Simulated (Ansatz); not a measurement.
System: GaP.

```xyz
24
Lattice="4.7092 0.0000 0.0000 0.0000 4.9758 0.0000 0.0000 0.0000 13.6307" Properties=species:S:1:pos:R:3 pbc="T T T"
Ga    0.0000    0.4856    8.0555
Ga    2.3546    2.9736    8.0555
Ga    0.0000    4.4902    5.5752
Ga    2.3546    2.0023    5.5752
Ga    0.0000    4.4902    1.2401
Ga    2.3546    2.0023    1.2401
Ga    0.0000    0.4856   12.3906
Ga    2.3546    2.9736   12.3906
Ga    0.0000    2.8939    3.4077
Ga    2.3546    0.4059    3.4077
Ga    0.0000    2.0820   10.2230
Ga    2.3546    4.5699   10.2230
P     0.0000    1.9846    0.9791
P     2.3546    4.4725    0.9791
P     0.0000    2.9912   12.6516
P     2.3546    0.5033   12.6516
P     0.0000    2.9912    7.7945
P     2.3546    0.5033    7.7945
P     0.0000    1.9846    5.8363
P     2.3546    4.4725    5.8363
P     0.0000    0.5110    3.4077
P     2.3546    2.9989    3.4077
P     0.0000    4.4648   10.2230
P     2.3546    1.9769   10.2230
```

Space group Cmcm; a generated structure, not necessarily the stable one; computed pressure about 24 GPa in this cell.

Computed with DFT LDA, scalar-relativistic, plane waves, PAW (Ansatz).

Q: What will maps of the valence pseudo-density and electron localisation function show?

A: Ga–P (2.36 Å): ρ at the midpoint is about 0.52 e/Å³; the ELF peaks at about 0.85 in the valence shell of P, 0.8 Å from its nucleus, and is about 0.70 at the midpoint.
Ga–P (2.59 Å): ρ is about 0.34 e/Å³ halfway; the ELF peaks at about 0.75 in the valence shell of P, 0.8 Å from its nucleus, and is about 0.45 at the midpoint.

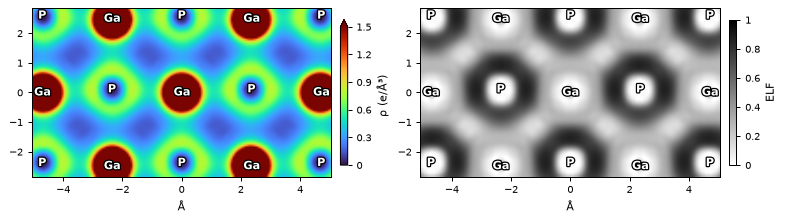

Computed valence pseudo-density and electron localisation function on the (001) plane of the conventional cell, in this order. 

Core electrons are frozen (PAW), and the valence fields are smoothed inside the atomic spheres.
